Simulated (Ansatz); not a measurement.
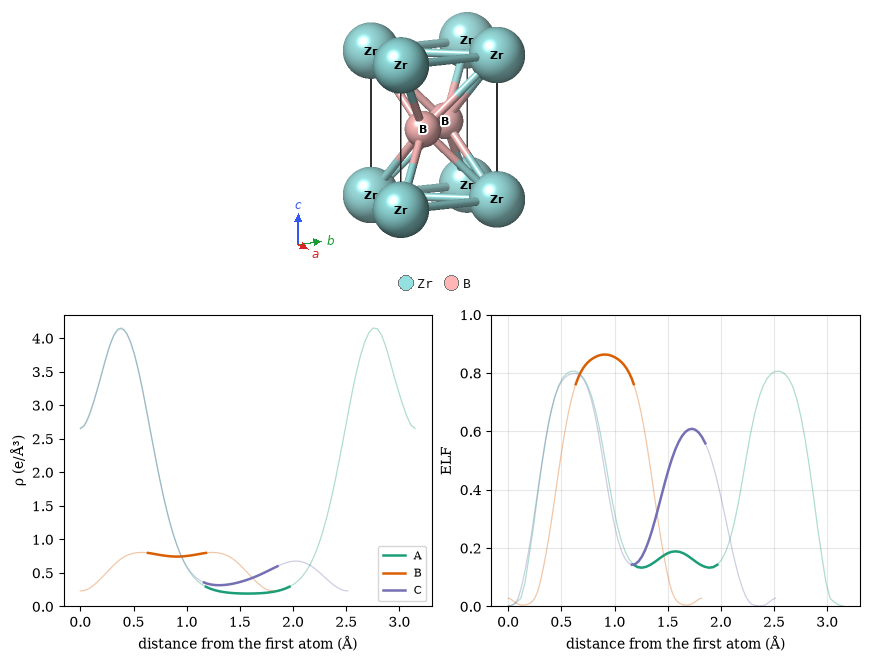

*ZrB2. Valence charge density (pseudo) and ELF along straight lines between neighbouring atoms. Thin, pale parts lie inside the atomic spheres. The structure is drawn too.*

Space group P6/mmm.

Method: Kohn-Sham DFT of a periodic cell, revPBE with D4, Ansatz PAW (Ansatz).

Core electrons are frozen (PAW), and the valence fields are smoothed inside the atomic spheres.

```
Zr B
1.0
     3.14584    0.00000    0.00000
    -1.57292    2.72438    0.00000
     0.00000    0.00000    3.47371
Zr B
1 2
Direct
  0.00000 0.00000 0.00000
  0.66667 0.33333 0.50000
  0.33333 0.66667 0.50000
```

### Which curve belongs to which contact (B–B, Zr–B and Zr–Zr)? The first atom named is at distance zero.

Curve A: Zr–Zr (3.15 Å): ρ at the midpoint is about 0.19 e/Å³; the ELF is about 0.20 at the midpoint; no localised pair shows between them. Curve B: B–B (1.82 Å): ρ is about 0.74 e/Å³ halfway; the ELF peaks at about 0.85 between the atoms. Curve C: Zr–B (2.51 Å): ρ at the midpoint is about 0.32 e/Å³; the ELF peaks at about 0.60 in the valence shell of B, 0.8 Å from its nucleus, and is about 0.15 at the midpoint.
